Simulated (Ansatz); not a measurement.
## InSb: single-point calculation (part 2 of 2)

Continued. System: InSb (slab, 16 atoms in the cell). Method: DFT PBE, scalar-relativistic, plane waves, PAW, no spin polarisation (Ansatz 0.2.0); cutoff 420 eV, 3×3×1 k-mesh, Gaussian smearing of 0.1 eV. The structure derives from an entry of the Crystallography Open Database. It belongs to a series of runs on one base structure; here: the slab at its places in the relaxed adsorbed structure.

Geometry of the input (Å; fractional positions):
```
9.3831  0.0000  0.0000
-4.6915  8.1260  0.0000
0.0000  0.0000  26.6774
Sb 0.5000  0.0000  0.2999
Sb 0.5000  0.5000  0.2999
Sb 0.0000  0.0000  0.2999
Sb -0.0000  0.5000  0.2999
In 0.1667  0.8333  0.3358
In 0.1667  0.3333  0.3358
In 0.6667  0.8333  0.3358
In 0.6667  0.3333  0.3358
Sb 0.6622  0.8250  0.4494
Sb 0.6492  0.3246  0.4516
Sb 0.1664  0.8302  0.4485
Sb 0.1586  0.3248  0.4495
In 0.3276  0.6584  0.4778
In 0.3165  0.1558  0.4865
In 0.8334  0.6607  0.4777
In 0.8226  0.1607  0.4764
```

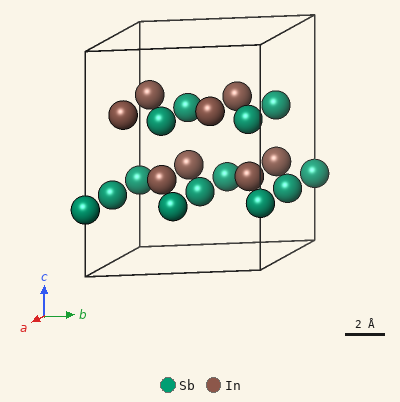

*The input geometry (spheres-only view of the cell of the calculation, with the vacuum cut short, seen slightly off an axis). An atom can appear more than once, as a periodic image.*

The program's output, continued
```
--- Forces (eV/Å), atoms counted from 1 ---
  atom   1  Sb     0.00130495    -0.01268803     0.19155950
  atom   2  Sb    -0.00857327    -0.00525814     0.18232503
  atom   3  Sb    -0.01176152    -0.01428716     0.18926125
  atom   4  Sb    -0.00666084    -0.01089355     0.23166843
  atom   5  In     0.00040765     0.04899165    -0.29236960
  atom   6  In     0.05189315    -0.00964903    -0.23161860
  atom   7  In    -0.00217274    -0.00540444    -0.22647717
  atom   8  In    -0.04108128    -0.01457519    -0.12814123
  atom   9  Sb     0.00841942     0.01915563     0.15116413
  atom  10  Sb    -0.01723603    -0.02187258     0.06490903
  atom  11  Sb    -0.03663327     0.02772328     0.17971592
  atom  12  Sb    -0.00185293    -0.03524178     0.12584384
  atom  13  In     0.02710529     0.00016122    -0.07654274
  atom  14  In     0.10099348     0.06862341    -0.14552703
  atom  15  In    -0.03466648    -0.06170179    -0.10913730
  atom  16  In    -0.02948411     0.02691719    -0.10674214
  max |Σ_I F_I| component: 1.09e-4 eV/Å
--- Band table (eV; the first three rows and the last of 5) ---
  k-point 0: bands = ["-30.1549", "-30.1494", "-30.1459", "-30.1409", "-30.1375", "-30.1322", "-30.1293", "-30.1281", "-30.1219", "-30.1196", "-30.1171", "-30.1125", "-30.1110", "-30.1007", "-30.0993", "-30.0987", "-30.0970", "-30.0879", "-30.0849", "-30.0774", "-29.2202", "-29.2190", "-29.2039", "-29.2030", "-29.2024", "-29.1833", "-29.1824", "-29.1806", "-29.1802", "-29.1719", "-29.1712", "-29.1599", "-29.1590", "-29.1575", "-29.1568", "-29.1565", "-29.1543", "-29.1476", "-29.1465", "-29.1438", "-16.2192", "-16.2070", "-16.2031", "-16.1994", "-16.1799", "-16.1766", "-16.1637", "-16.1613", "-16.1587", "-16.1211", "-16.1150", "-16.1112", "-16.1019", "-16.0988", "-16.0955", "-16.0860", "-16.0830", "-16.0730", "-16.0225", "-16.0187", "-15.3313", "-15.3146", "-15.3091", "-15.3074", "-15.2901", "-15.2866", "-15.2837", "-15.2693", "-15.2636", "-15.2593", "-15.2558", "-15.2538", "-15.2136", "-15.2122", "-15.2046", "-15.2014", "-15.1960", "-15.1820", "-15.1782", "-15.1760", "-11.4443", "-10.4680", "-10.4429", "-10.4027", "-10.2557", "-9.3095", "-9.2856", "-9.2796", "-7.0111", "-6.9875", "-6.9553", "-6.1225", "-6.1029", "-6.0877", "-5.3340", "-3.3391", "-3.2913", "-3.2805", "-3.2544", "-3.2100", "-3.1691", "-3.1249", "-2.2038", "-2.1935", "-2.1164", "-2.1148", "-2.1115", "-2.0628", "-1.9718", "-1.9599", "-1.1694", "-1.0661", "-1.0633", "-0.8013", "-0.6338", "-0.6159", "-0.3389", "0.0775", "0.1157", "0.2715", "0.5265", "0.5697", "0.6083", "0.6378", "1.6130", "1.6439", "1.6635", "1.9287", "1.9623", "2.2878", "2.8061", "2.8201", "3.0211", "3.2663", "3.3502"]
  k-point 1: bands = ["-30.1549", "-30.1494", "-30.1459", "-30.1409", "-30.1375", "-30.1322", "-30.1293", "-30.1281", "-30.1219", "-30.1196", "-30.1170", "-30.1125", "-30.1110", "-30.1007", "-30.0993", "-30.0988", "-30.0970", "-30.0879", "-30.0849", "-30.0774", "-29.2202", "-29.2190", "-29.2039", "-29.2030", "-29.2024", "-29.1833", "-29.1824", "-29.1806", "-29.1802", "-29.1719", "-29.1712", "-29.1599", "-29.1590", "-29.1575", "-29.1568", "-29.1565", "-29.1543", "-29.1476", "-29.1465", "-29.1438", "-16.2160", "-16.2082", "-16.2011", "-16.1966", "-16.1796", "-16.1762", "-16.1655", "-16.1623", "-16.1601", "-16.1197", "-16.1156", "-16.1112", "-16.1020", "-16.0987", "-16.0938", "-16.0870", "-16.0828", "-16.0759", "-16.0238", "-16.0196", "-15.3285", "-15.3164", "-15.3061", "-15.3048", "-15.2885", "-15.2873", "-15.2816", "-15.2727", "-15.2642", "-15.2604", "-15.2567", "-15.2559", "-15.2121", "-15.2103", "-15.2034", "-15.2021", "-15.1925", "-15.1852", "-15.1807", "-15.1794", "-11.2557", "-10.7743", "-10.4757", "-10.4291", "-10.0696", "-9.6040", "-9.3036", "-9.2935", "-6.8888", "-6.8283", "-6.3777", "-5.9670", "-5.9600", "-5.4854", "-5.4349", "-4.1606", "-3.9217", "-3.8744", "-3.4123", "-3.1706", "-3.1401", "-3.0651", "-2.9605", "-2.8135", "-2.8051", "-2.5371", "-1.9062", "-1.8817", "-1.8175", "-1.5373", "-1.5116", "-1.3970", "-0.8739", "-0.6703", "-0.6230", "-0.3301", "0.2310", "0.3419", "0.9512", "0.9971", "1.0499", "1.0726", "1.2956", "1.4101", "1.8623", "2.0050", "2.3101", "2.3192", "2.4621", "2.5527", "2.7311", "2.8464", "2.8766", "2.9249", "3.2543"]
  k-point 2: bands = ["-30.1549", "-30.1494", "-30.1459", "-30.1409", "-30.1375", "-30.1322", "-30.1293", "-30.1281", "-30.1219", "-30.1196", "-30.1171", "-30.1125", "-30.1110", "-30.1007", "-30.0993", "-30.0987", "-30.0970", "-30.0879", "-30.0849", "-30.0774", "-29.2202", "-29.2190", "-29.2039", "-29.2030", "-29.2024", "-29.1832", "-29.1823", "-29.1807", "-29.1803", "-29.1719", "-29.1712", "-29.1599", "-29.1590", "-29.1575", "-29.1568", "-29.1565", "-29.1543", "-29.1476", "-29.1465", "-29.1438", "-16.2153", "-16.2078", "-16.2039", "-16.1948", "-16.1807", "-16.1748", "-16.1678", "-16.1620", "-16.1585", "-16.1184", "-16.1152", "-16.1129", "-16.1023", "-16.0986", "-16.0954", "-16.0853", "-16.0831", "-16.0756", "-16.0233", "-16.0201", "-15.3294", "-15.3127", "-15.3086", "-15.3058", "-15.2901", "-15.2848", "-15.2820", "-15.2691", "-15.2662", "-15.2636", "-15.2575", "-15.2534", "-15.2123", "-15.2113", "-15.2022", "-15.1985", "-15.1968", "-15.1850", "-15.1818", "-15.1780", "-11.2564", "-10.7764", "-10.4772", "-10.4227", "-10.0695", "-9.6029", "-9.3105", "-9.2885", "-6.8741", "-6.8665", "-6.3600", "-5.9774", "-5.9431", "-5.4932", "-5.4260", "-4.1640", "-3.9171", "-3.8728", "-3.4179", "-3.1949", "-3.0994", "-3.0653", "-2.9529", "-2.8116", "-2.8023", "-2.5472", "-1.9066", "-1.9001", "-1.8004", "-1.5660", "-1.5177", "-1.3959", "-0.8886", "-0.6612", "-0.6320", "-0.3228", "0.2292", "0.3279", "0.9974", "1.0138", "1.0744", "1.1052", "1.3148", "1.3737", "1.8330", "1.9332", "2.3172", "2.3321", "2.4749", "2.5801", "2.7080", "2.8339", "2.8737", "2.9359", "3.2600"]
  k-point 4: bands = ["-30.1549", "-30.1494", "-30.1459", "-30.1409", "-30.1375", "-30.1322", "-30.1293", "-30.1281", "-30.1219", "-30.1196", "-30.1171", "-30.1125", "-30.1110", "-30.1007", "-30.0993", "-30.0988", "-30.0970", "-30.0879", "-30.0849", "-30.0774", "-29.2202", "-29.2190", "-29.2039", "-29.2030", "-29.2024", "-29.1833", "-29.1824", "-29.1806", "-29.1802", "-29.1719", "-29.1712", "-29.1599", "-29.1590", "-29.1575", "-29.1568", "-29.1565", "-29.1543", "-29.1476", "-29.1465", "-29.1438", "-16.2165", "-16.2066", "-16.2017", "-16.1971", "-16.1799", "-16.1757", "-16.1662", "-16.1619", "-16.1600", "-16.1195", "-16.1158", "-16.1111", "-16.1028", "-16.0974", "-16.0945", "-16.0869", "-16.0831", "-16.0758", "-16.0237", "-16.0196", "-15.3285", "-15.3168", "-15.3065", "-15.3038", "-15.2894", "-15.2869", "-15.2815", "-15.2724", "-15.2640", "-15.2611", "-15.2564", "-15.2559", "-15.2118", "-15.2107", "-15.2033", "-15.2019", "-15.1928", "-15.1851", "-15.1807", "-15.1794", "-11.2555", "-10.7771", "-10.4569", "-10.4448", "-10.0695", "-9.6033", "-9.3085", "-9.2896", "-6.8763", "-6.8473", "-6.3735", "-5.9685", "-5.9557", "-5.4777", "-5.4431", "-4.1676", "-3.9187", "-3.8740", "-3.4158", "-3.1634", "-3.1303", "-3.0649", "-2.9591", "-2.8163", "-2.8010", "-2.5390", "-1.9072", "-1.8895", "-1.8071", "-1.5555", "-1.5102", "-1.3965", "-0.8779", "-0.6736", "-0.6227", "-0.3296", "0.2292", "0.3345", "0.9419", "1.0179", "1.0699", "1.0953", "1.2963", "1.4042", "1.8396", "1.9784", "2.3108", "2.3255", "2.4695", "2.5659", "2.7172", "2.8349", "2.8761", "2.9330", "3.2548"]
```

Results in brief

```tsv
quantity	value
outcome	converged
electrons treated	224
free energy	−96655.8528 eV
work function, top face	3.38 eV
work function, bottom face	4.98 eV
Fermi energy	−1.064 eV
gap on the k-point mesh	none (metallic)
work function (upper face)	3.38 eV
largest force (length of the vector)	0.296 eV/Å
hardware	4 threads of Intel Xeon (Granite Rapids), 192 GiB of memory available, shared host
wall time	19 s (CPU time 74 s)
peak memory	4.8 GiB
```
